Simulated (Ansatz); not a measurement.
# W14S27: geometry relaxation (part 3 of 3)

Continued. System: W14S27 (defect cell, 41 atoms in the cell). Method: DFT LDA, scalar-relativistic, plane waves, PAW, no spin polarisation (Ansatz 0.2.0); cutoff 420 eV, 2×2×2 k-mesh, Gaussian smearing of 0.01 eV. The structure derives from a Materials Project entry. It belongs to a series of runs on one base structure; here: S vacancy (site f), charge +0, atoms relaxed at the host's cell.

## Trajectory as extended XYZ (Å, eV, eV/Å), 5 frames, from step=1 to step=5
```
41
Lattice="-1.5634 -8.1236 0.0000 7.8170 2.7079 0.0000 0.0000 0.0000 12.1627" Properties=species:S:1:pos:R:3:forces:R:3 step=1 energy=-165330.40048
W     0.0000   -3.6105    3.0407    0.0017   0.0013  -0.0408
W     3.1268   -3.6105    3.0407   -0.0170  -0.0069   0.0073
W     1.5634   -0.9026    3.0407   -0.0104  -0.0014   0.0166
W     6.2536   -3.6105    3.0407    0.0043   0.0177   0.0094
W     4.6902   -0.9026    3.0407    0.0092  -0.0066   0.0211
W     1.5634   -6.3184    3.0407    0.0051   0.0102   0.0193
W     6.2536    1.8053    3.0407    0.0111  -0.0111   0.0096
W     1.6433   -4.4702    9.0293   -2.8326  -0.6018   3.0172
W     4.6902   -4.5131    9.1220    0.0960   0.1544   0.0409
W     3.1268   -1.8053    9.1220   -0.2946  -0.1474  -0.0945
W     0.0000   -7.2210    9.1220    0.1841   0.5857  -0.1019
W     6.2695   -1.7987    9.1223    0.2833   0.3217   0.2328
W     4.6902    0.9026    9.1220    0.4969  -0.2368  -0.1252
W    -0.0005   -1.7680    9.0788    0.0509  -1.6348   1.6631
S     3.1268   -3.6105    7.5600    0.5533   0.6388  -1.0472
S     1.5634   -0.9026    7.5600    0.0745  -0.1775  -0.3237
S     6.2536   -3.6105    7.5600    0.2853   0.4002   0.0239
S     4.6902   -0.9026    7.5600    0.4891   0.0655   0.0334
S     1.5634   -6.3184    7.5600   -0.1518   0.1647  -0.2755
S     6.2536    1.8053    7.5600   -0.0657  -0.2594  -0.3399
S     1.5634   -4.5131    1.4787   -0.0009   0.0032  -0.0054
S     4.6902   -4.5131    1.4787   -0.0009   0.0010  -0.0079
S     3.1268   -1.8053    1.4787    0.0080   0.0039  -0.0020
S     0.0000   -7.2210    1.4787    0.0020  -0.0077  -0.0060
S     6.2536   -1.8053    1.4787    0.0048   0.0025  -0.0178
S     4.6902    0.9026    1.4787   -0.0062   0.0055  -0.0083
S     0.0000   -1.8053    1.4787   -0.0017  -0.0028  -0.0118
S     0.0000   -3.6105   10.6840    0.5858   0.2391  -1.3726
S     3.1268   -3.6105   10.6840   -0.0661  -0.1574  -0.1938
S     1.5634   -0.9026   10.6840   -0.3457  -0.0649  -0.1969
S     6.2536   -3.6105   10.6840   -0.0319   0.2522  -0.1080
S     4.6902   -0.9026   10.6840    0.2933  -0.1985  -0.1229
S     1.5634   -6.3184   10.6840    0.1265   0.6708  -0.5358
S     6.2536    1.8053   10.6840    0.2583  -0.0245  -0.1768
S     1.5634   -4.5131    4.6027   -0.0129   0.0059  -0.0011
S     4.6902   -4.5131    4.6027    0.0007  -0.0011   0.0052
S     3.1268   -1.8053    4.6027   -0.0122  -0.0056   0.0022
S     0.0000   -7.2210    4.6027   -0.0010   0.0133   0.0056
S     6.2536   -1.8053    4.6027    0.0135   0.0089   0.0000
S     4.6902    0.9026    4.6027    0.0127  -0.0061   0.0067
S     0.0000   -1.8053    4.6027    0.0014  -0.0142   0.0014
41
Lattice="-1.5634 -8.1236 0.0000 7.8170 2.7079 0.0000 0.0000 0.0000 12.1627" Properties=species:S:1:pos:R:3:forces:R:3 step=2 energy=-165330.90110
W     0.0001   -3.6102    3.0371   -0.0010  -0.0024  -0.0116
W     3.1255   -3.6112    3.0411    0.0070   0.0071   0.0009
W     1.5623   -0.9025    3.0418    0.0108  -0.0020  -0.0005
W     6.2540   -3.6086    3.0409    0.0017  -0.0068   0.0012
W     4.6913   -0.9031    3.0420   -0.0047   0.0074  -0.0048
W     1.5641   -6.3175    3.0421   -0.0085  -0.0032  -0.0022
W     6.2548    1.8044    3.0410   -0.0009   0.0038   0.0006
W     1.4789   -4.4747    9.1335    0.7711  -0.2859  -0.1807
W     4.6970   -4.5022    9.0941   -0.0599  -0.1985   0.0599
W     3.1143   -1.8110    9.1128    0.0718  -0.0504  -0.0500
W     0.0129   -7.1856    9.1088   -0.3353  -0.3115  -0.0359
W     6.3203   -1.7587    9.1233   -0.1811  -0.2430   0.1326
W     4.7253    0.8948    9.1083   -0.2107   0.1898  -0.0137
W     0.0063   -1.8867    9.1310   -0.0513   0.6536  -0.0687
S     3.0450   -3.6227    7.5748    0.1452   0.1798  -0.2766
S     1.5319   -0.9290    7.5710    0.1752  -0.0136  -0.0942
S     6.2843   -3.5503    7.5560    0.0691   0.0239  -0.1180
S     4.7367   -0.9091    7.5636   -0.0608   0.0614  -0.1166
S     1.5642   -6.2747    7.5623   -0.0716  -0.0371  -0.0566
S     6.3013    1.7593    7.5572   -0.0272  -0.0034  -0.0819
S     1.5639   -4.5138    1.4773    0.0036  -0.0034  -0.0017
S     4.6902   -4.5130    1.4792    0.0017   0.0017   0.0001
S     3.1273   -1.8047    1.4800   -0.0011   0.0013  -0.0079
S     0.0006   -7.2211    1.4795    0.0002   0.0012  -0.0017
S     6.2532   -1.8048    1.4763   -0.0049  -0.0027   0.0101
S     4.6899    0.9028    1.4793    0.0001  -0.0028   0.0024
S     0.0003   -1.8045    1.4767    0.0030   0.0061   0.0035
S     0.0117   -3.6059   10.6997   -0.2987  -0.0262   0.8147
S     3.1054   -3.6330   10.6592    0.0343   0.0387   0.0144
S     1.5372   -0.8965   10.6606    0.0597  -0.0082   0.0505
S     6.2536   -3.5747   10.6608   -0.0438  -0.0140  -0.0316
S     4.7169   -0.9223   10.6629   -0.0511   0.0186   0.0624
S     1.5878   -6.2920   10.6614   -0.0162   0.0028   0.0883
S     6.2864    1.8085   10.6644    0.0716   0.0149  -0.0746
S     1.5609   -4.5117    4.6027   -0.0024   0.0007  -0.0209
S     4.6905   -4.5131    4.6025   -0.0022   0.0042   0.0170
S     3.1257   -1.8059    4.6030    0.0029  -0.0008   0.0197
S    -0.0003   -7.2194    4.6034    0.0022  -0.0027   0.0113
S     6.2564   -1.8035    4.6028   -0.0011   0.0031  -0.0250
S     4.6919    0.9022    4.6037   -0.0017   0.0007   0.0089
S     0.0001   -1.8080    4.6028    0.0051  -0.0024  -0.0246
41
Lattice="-1.5634 -8.1236 0.0000 7.8170 2.7079 0.0000 0.0000 0.0000 12.1627" Properties=species:S:1:pos:R:3:forces:R:3 step=3 energy=-165330.95546
W     0.0005   -3.6094    3.0325    0.0005   0.0004  -0.0081
W     3.1267   -3.6093    3.0399    0.0014   0.0014   0.0091
W     1.5642   -0.9013    3.0405   -0.0002   0.0019   0.0010
W     6.2544   -3.6088    3.0405    0.0005  -0.0013   0.0029
W     4.6905   -0.9014    3.0406   -0.0009   0.0012  -0.0012
W     1.5639   -6.3170    3.0406    0.0008  -0.0051  -0.0007
W     6.2547    1.8061    3.0404   -0.0051  -0.0017   0.0063
W     1.5206   -4.4822    9.1425   -0.1671   0.0410  -0.0011
W     4.6938   -4.5106    9.0819    0.0002   0.0431  -0.0318
W     3.1213   -1.8154    9.1081   -0.0205  -0.0072  -0.0400
W    -0.0049   -7.2027    9.1083    0.0844   0.0092  -0.0500
W     6.3065   -1.7719    9.1458    0.0708   0.0521  -0.0524
W     4.7103    0.9026    9.1079    0.0166  -0.0110  -0.0470
W     0.0058   -1.8590    9.1425    0.0145  -0.1292  -0.0158
S     3.0635   -3.6092    7.5443    0.0210  -0.0309   0.0798
S     1.5445   -0.9386    7.5622   -0.0286   0.0202   0.0329
S     6.2888   -3.5443    7.5483   -0.0302  -0.0195   0.0403
S     4.7407   -0.9027    7.5634    0.0010  -0.0013   0.0290
S     1.5467   -6.2762    7.5622   -0.0013   0.0121   0.0461
S     6.2959    1.7517    7.5472   -0.0174   0.0064   0.0401
S     1.5662   -4.5137    1.4755   -0.0003   0.0027  -0.0128
S     4.6909   -4.5121    1.4787    0.0001   0.0012  -0.0005
S     3.1278   -1.8036    1.4777   -0.0001  -0.0005   0.0044
S     0.0005   -7.2203    1.4782    0.0017   0.0014   0.0008
S     6.2508   -1.8057    1.4764    0.0083   0.0040  -0.0217
S     4.6903    0.9040    1.4784    0.0007   0.0027  -0.0015
S     0.0006   -1.8010    1.4760    0.0030  -0.0028  -0.0177
S     0.0036   -3.6068   10.7350    0.0410  -0.0052  -0.0668
S     3.1276   -3.6284   10.6637    0.0056  -0.0196  -0.0119
S     1.5503   -0.9033   10.6696   -0.0111   0.0229   0.0121
S     6.2398   -3.5940   10.6633   -0.0124   0.0045   0.0095
S     4.7033   -0.9131   10.6715    0.0096  -0.0029   0.0037
S     1.5731   -6.3000   10.6691    0.0093   0.0072   0.0082
S     6.2780    1.8155   10.6610    0.0068   0.0042   0.0220
S     1.5599   -4.5101    4.5982    0.0061  -0.0007   0.0067
S     4.6908   -4.5118    4.6028   -0.0022  -0.0010   0.0070
S     3.1270   -1.8044    4.6032   -0.0023  -0.0033  -0.0010
S     0.0007   -7.2190    4.6035   -0.0014  -0.0009  -0.0022
S     6.2574   -1.8012    4.5981   -0.0016  -0.0042   0.0097
S     4.6914    0.9036    4.6032    0.0024   0.0021   0.0017
S     0.0016   -1.8086    4.5980   -0.0034   0.0066   0.0106
41
Lattice="-1.5634 -8.1236 0.0000 7.8170 2.7079 0.0000 0.0000 0.0000 12.1627" Properties=species:S:1:pos:R:3:forces:R:3 step=4 energy=-165330.95783
W     0.0015   -3.6088    3.0323   -0.0009  -0.0005  -0.0006
W     3.1276   -3.6090    3.0407   -0.0002  -0.0014  -0.0012
W     1.5647   -0.9010    3.0407   -0.0003  -0.0010  -0.0005
W     6.2553   -3.6081    3.0406   -0.0015  -0.0001  -0.0007
W     4.6918   -0.9010    3.0406    0.0001  -0.0008   0.0000
W     1.5649   -6.3166    3.0407    0.0003   0.0013  -0.0007
W     6.2556    1.8064    3.0407    0.0002   0.0012  -0.0014
W     1.5099   -4.4807    9.1410    0.0168  -0.0084   0.0117
W     4.6934   -4.5103    9.0836   -0.0038  -0.0082   0.0173
W     3.1193   -1.8157    9.1069    0.0022   0.0030   0.0158
W    -0.0025   -7.2028    9.1067   -0.0109   0.0029   0.0197
W     6.3109   -1.7688    9.1404   -0.0084  -0.0062   0.0221
W     4.7102    0.9026    9.1068   -0.0041   0.0000   0.0180
W     0.0054   -1.8666    9.1411    0.0024   0.0174   0.0144
S     3.0629   -3.6132    7.5510   -0.0064   0.0025  -0.0155
S     1.5410   -0.9383    7.5634    0.0013  -0.0046  -0.0062
S     6.2854   -3.5480    7.5504    0.0090   0.0088  -0.0100
S     4.7389   -0.9026    7.5630    0.0025  -0.0026  -0.0044
S     1.5460   -6.2748    7.5634    0.0020   0.0033  -0.0089
S     6.2944    1.7525    7.5507    0.0075  -0.0043  -0.0104
S     1.5675   -4.5130    1.4750   -0.0008  -0.0001   0.0023
S     4.6917   -4.5114    1.4793    0.0007  -0.0004  -0.0015
S     3.1287   -1.8035    1.4785    0.0008   0.0013  -0.0008
S     0.0015   -7.2197    1.4784   -0.0001  -0.0005  -0.0001
S     6.2526   -1.8049    1.4748   -0.0002   0.0005   0.0048
S     4.6914    0.9046    1.4784   -0.0005  -0.0003   0.0004
S     0.0016   -1.8006    1.4749   -0.0002  -0.0007   0.0037
S     0.0034   -3.6082   10.7354   -0.0071   0.0016  -0.0089
S     3.1236   -3.6304   10.6614   -0.0048   0.0004  -0.0027
S     1.5483   -0.9024   10.6691   -0.0037  -0.0065  -0.0122
S     6.2406   -3.5912   10.6612    0.0031   0.0064  -0.0059
S     4.7053   -0.9146   10.6687    0.0003  -0.0032  -0.0111
S     1.5738   -6.2985   10.6688   -0.0030   0.0020  -0.0093
S     6.2796    1.8140   10.6615    0.0015  -0.0064  -0.0048
S     1.5610   -4.5099    4.5989   -0.0014   0.0006  -0.0026
S     4.6916   -4.5115    4.6037    0.0014   0.0004  -0.0013
S     3.1276   -1.8041    4.6034    0.0008   0.0019   0.0000
S     0.0013   -7.2186    4.6034    0.0015   0.0007   0.0001
S     6.2584   -1.8011    4.5989    0.0016   0.0018  -0.0037
S     4.6923    0.9040    4.6035    0.0006  -0.0006  -0.0011
S     0.0020   -1.8077    4.5990    0.0017  -0.0016  -0.0038
41
Lattice="-1.5634 -8.1236 0.0000 7.8170 2.7079 0.0000 0.0000 0.0000 12.1627" Properties=species:S:1:pos:R:3:forces:R:3 step=5 energy=-165330.95783
W     0.0015   -3.6088    3.0323   -0.0009  -0.0005  -0.0005
W     3.1276   -3.6090    3.0407   -0.0002  -0.0014  -0.0012
W     1.5647   -0.9010    3.0407   -0.0003  -0.0010  -0.0004
W     6.2553   -3.6081    3.0406   -0.0015  -0.0001  -0.0006
W     4.6918   -0.9010    3.0406    0.0000  -0.0008   0.0000
W     1.5649   -6.3166    3.0407    0.0003   0.0013  -0.0007
W     6.2556    1.8064    3.0407    0.0002   0.0012  -0.0013
W     1.5099   -4.4807    9.1410    0.0166  -0.0082   0.0117
W     4.6934   -4.5103    9.0836   -0.0036  -0.0082   0.0172
W     3.1193   -1.8157    9.1069    0.0021   0.0032   0.0157
W    -0.0025   -7.2028    9.1067   -0.0111   0.0028   0.0197
W     6.3109   -1.7688    9.1404   -0.0084  -0.0060   0.0221
W     4.7102    0.9026    9.1068   -0.0039  -0.0001   0.0179
W     0.0054   -1.8666    9.1411    0.0023   0.0174   0.0144
S     3.0629   -3.6132    7.5510   -0.0063   0.0026  -0.0156
S     1.5410   -0.9383    7.5634    0.0012  -0.0047  -0.0061
S     6.2854   -3.5480    7.5504    0.0090   0.0089  -0.0100
S     4.7389   -0.9026    7.5630    0.0025  -0.0026  -0.0044
S     1.5460   -6.2748    7.5634    0.0020   0.0032  -0.0090
S     6.2944    1.7525    7.5507    0.0075  -0.0044  -0.0104
S     1.5675   -4.5130    1.4750   -0.0008  -0.0001   0.0023
S     4.6917   -4.5114    1.4793    0.0007  -0.0004  -0.0015
S     3.1287   -1.8035    1.4785    0.0008   0.0013  -0.0008
S     0.0015   -7.2197    1.4784   -0.0001  -0.0005  -0.0001
S     6.2526   -1.8049    1.4748   -0.0002   0.0005   0.0048
S     4.6914    0.9046    1.4784   -0.0005  -0.0003   0.0005
S     0.0016   -1.8006    1.4749   -0.0002  -0.0006   0.0037
S     0.0034   -3.6082   10.7354   -0.0072   0.0017  -0.0090
S     3.1236   -3.6304   10.6614   -0.0048   0.0005  -0.0025
S     1.5483   -0.9024   10.6691   -0.0037  -0.0065  -0.0123
S     6.2406   -3.5912   10.6612    0.0031   0.0064  -0.0058
S     4.7053   -0.9146   10.6687    0.0003  -0.0032  -0.0110
S     1.5738   -6.2985   10.6688   -0.0030   0.0018  -0.0091
S     6.2796    1.8140   10.6615    0.0016  -0.0065  -0.0049
S     1.5610   -4.5099    4.5989   -0.0014   0.0006  -0.0027
S     4.6916   -4.5115    4.6037    0.0014   0.0004  -0.0013
S     3.1276   -1.8041    4.6034    0.0008   0.0019  -0.0001
S     0.0013   -7.2186    4.6034    0.0015   0.0007   0.0001
S     6.2584   -1.8011    4.5989    0.0016   0.0018  -0.0037
S     4.6923    0.9040    4.6035    0.0006  -0.0006  -0.0011
S     0.0020   -1.8077    4.5990    0.0017  -0.0015  -0.0039
```

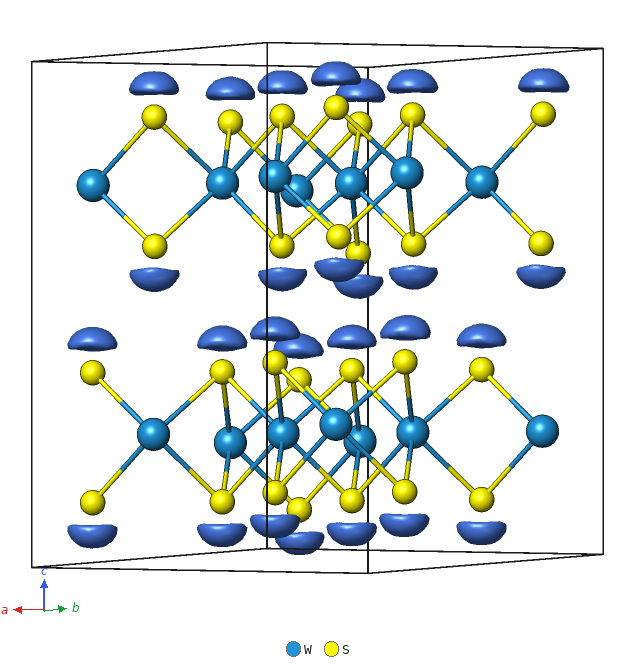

Isosurface of the electron localisation function at 0.9 (blue), seen at an oblique angle. Core shells and regions of very low density are left out. Sticks mark near contacts. The outline is the calculation cell. Profiles from the grid: W–S (2.36 Å): the ELF is about 0.45 at the midpoint. W–S (2.40 Å): the ELF is about 0.50 at the midpoint. The fields are those of the smooth PAW valence density.

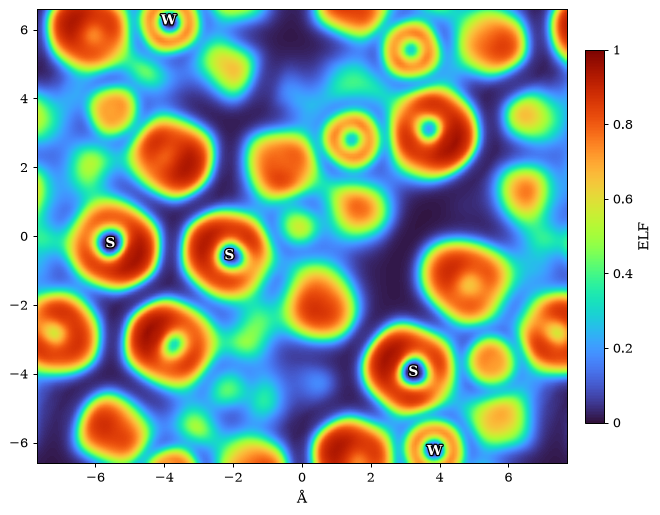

Electron localisation function on the (111) plane of the calculation cell. Atoms in the plane: W and S. W–S (2.39 Å): the ELF is about 0.50 at the midpoint. The strong features right at W lie inside the PAW spheres (semicore, d or f shells) and say nothing about bonding.

## Results in brief

| quantity | value |
| --- | --- |
| outcome | converged |
| electrons treated | 358 |
| free energy | −165330.9578 eV |
| Fermi energy | 12.028 eV |
| gap on the k-point mesh | 0.61 eV |
| final volume | 720.87 Å³ |
| largest force (length of the vector) at the end | 0.024 eV/Å |
| wall time | 5.2 min (CPU time 18 min) |
| peak memory | 3.5 GiB |

## Remarks

Spin–orbit coupling is left out, which matters for W.
